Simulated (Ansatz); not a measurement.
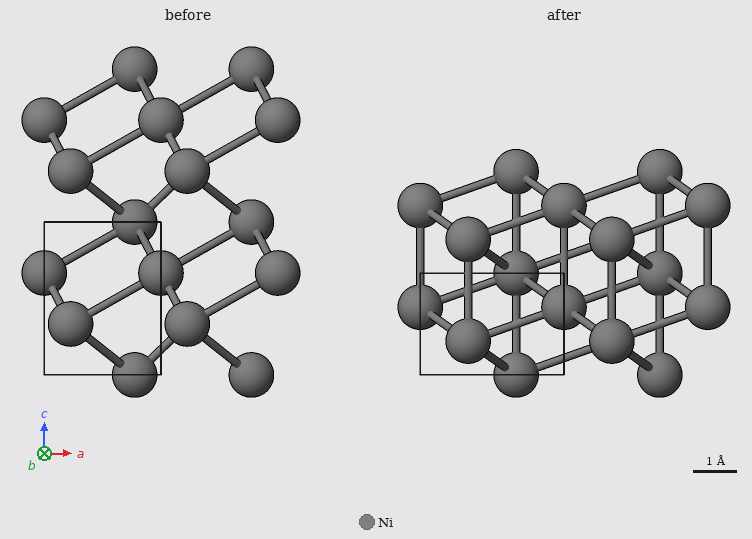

The structure of solid Ni (built on the trigonal selenium_152 type) (coarse preliminary run) before (left) and after (right) a relaxation, at one scale.

The picture is a ball-and-stick view of the cell of the calculation, repeated 2 × 1 × 2 with one cell outlined, seen along the b axis.

Case: trigonal selenium type (P3_121, No. 152).

The calculation used DFT PBE, scalar-relativistic, plane waves, PAW (Ansatz).

The input:
```yaml
crystal:
  lattice:
    - [3.2077354665, 0.0, 0.0]
    - [-1.6038677333, 2.7779804027, 0.0]
    - [0.0, 0.0, 3.6392832653]
  atoms:
    - { symbol: Ni, position: [0.2254, 0.0, 0.3333333333], spin: 0.29 }
    - { symbol: Ni, position: [0.0, 0.2254, 0.6666666667], spin: 0.29 }
    - { symbol: Ni, position: [0.7746, 0.7746, 0.0], spin: 0.29 }
basis:
  ecutwfc: 420
kpoints:
  mp_grid: { grid: [6, 6, 6] }
hamiltonian:
  xc: pbe
scf:
  occupations: { method: gaussian, width: 0.1 }
  lower_state_search: "off"
output:
  forces: true
  stress: true
  eigenvalues: true
  populations: true
magnetization:
  spin_polarized: true
relax:
  adjacent_minimum: "off"
  f_tol: 0.04
  max_steps: 70
  cell: { stress_tol: 0.4 }
```

**What changed between the two?**

The largest moves relative to the cell, 0.43 Å, are those of Ni1, Ni2 and Ni3. Ni2 goes along +b. The drawn cell changes as follows: a = b 3.208 → 3.950 Å (+23.1 %), c 3.639 → 2.419 Å (−33.5 %); the volume changes by +0.8 %. Some distances before and after: Ni1–Ni1 3.639 → 2.419 Å, Ni1–Ni2 1.744 → 2.419 Å, Ni1–Ni2 (another image) 2.524 → 2.419 Å. Among the angles between lasting bonds that change: Ni2–Ni1–Ni3 103.1° → 70.5°, Ni2–Ni1–Ni2 78.9° → 109.5°, Ni2–Ni1–Ni3 99.0° → 70.5°. The space group (tolerance 0.01 Å) goes from P3_121 (No. 152) to Im-3m (No. 229). Over 13 accepted moves (15 points after the start) the energy falls by 2760 meV per atom. The largest force component goes from 15 to 0.0001 eV/Å. The pressure goes from 103.90 to −0.21 GPa. At 2 points the geometry stayed and the basis and grid were re-selected for the new cell (energy shift of 78.1 meV per atom at most each time). The program noted that the starting moments weren't kept. The run may lie on a higher electronic state than the lowest, so the end point isn't shown to be the ground-state structure.
